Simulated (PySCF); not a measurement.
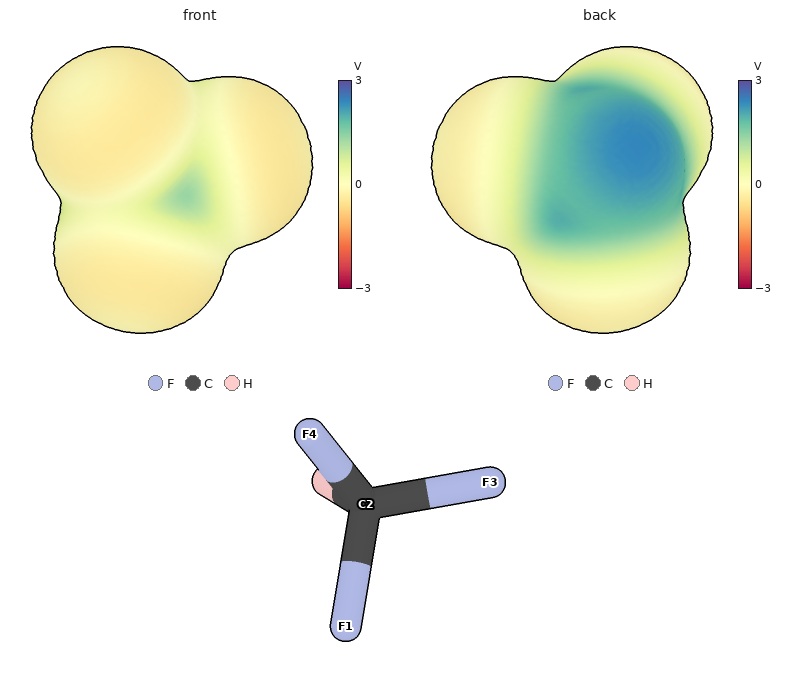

Figure. CHF3 (SMILES FC(F)F). The electrostatic potential painted on the density surface at 0.004 e/bohr³, seen from the front and from behind; red is negative and blue positive. The bare structure is drawn below in the same view.

Geometry: PBE0-D3(BJ)/def2-SVP.

Theory: DFT single point, gas phase, functional wB97X (PySCF 2.14.0, density-fitted response routines).

```xyz
5

F     1.0940   -0.6158   -0.3877
C     0.0047    0.0054    0.0483
F    -1.0612   -0.6869   -0.3355
F    -0.0483    1.2098   -0.5073
H     0.0281    0.0932    1.1477
```

Describe the electrostatic potential map.

The most negative region (about −0.4 V) lies over F1, F3 and F4, the most positive (about +2.4 V) over H5.

How polar is the molecule by this calculation?

Its dipole moment is 1.59 D.
